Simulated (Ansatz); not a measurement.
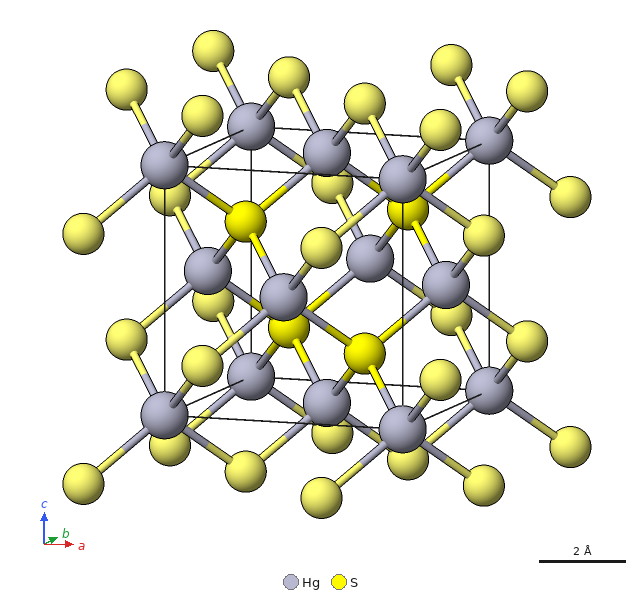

Ball-and-stick representation of a periodic structure, projected slightly off an axis. Lines trace the edges of the conventional unit cell. Every bond is drawn to its end, so some atoms lie outside the box, in fainter colours.

HgS, zinc blende (sphalerite type), space group F-43m (No. 216), a = 5.930 Å, b = 5.930 Å, c = 5.930 Å, α = 90.00°, β = 90.00°, γ = 90.00°. It goes back to a structure type filled with these elements by a generator (whether the compound takes this form wasn't checked). Earlier steps of the study may have refined or changed the cell and positions. It was run through Ansatz as a DFT input.

This one geometry was computed with Ansatz (DFT, plane waves, PAW) at three levels of theory: PBE with spin-orbit coupling, PBE0 and HSE06. It was relaxed beforehand with r2SCAN.

### How does the band gap change with the level of theory?

PBE with spin-orbit coupling: a gap of 0.10 eV, direct; HSE06: a gap of 0.36 eV, direct; PBE0: a gap of 0.95 eV, direct.

### Collect the results in a table.

| level | cutoff (eV) | k-mesh of the run's cell | gap (eV) | pressure (GPa) |
| --- | --- | --- | --- | --- |
| PBE with spin-orbit coupling | 420 | 8×8×8 | 0.10 | 1.0 |
| PBE0 | 420 | 6×6×6 | 0.95 | -0.3 |
| HSE06 | 420 | 6×6×6 | 0.36 | -0.2 |

Gaps are taken on the k-mesh or band path of each run.
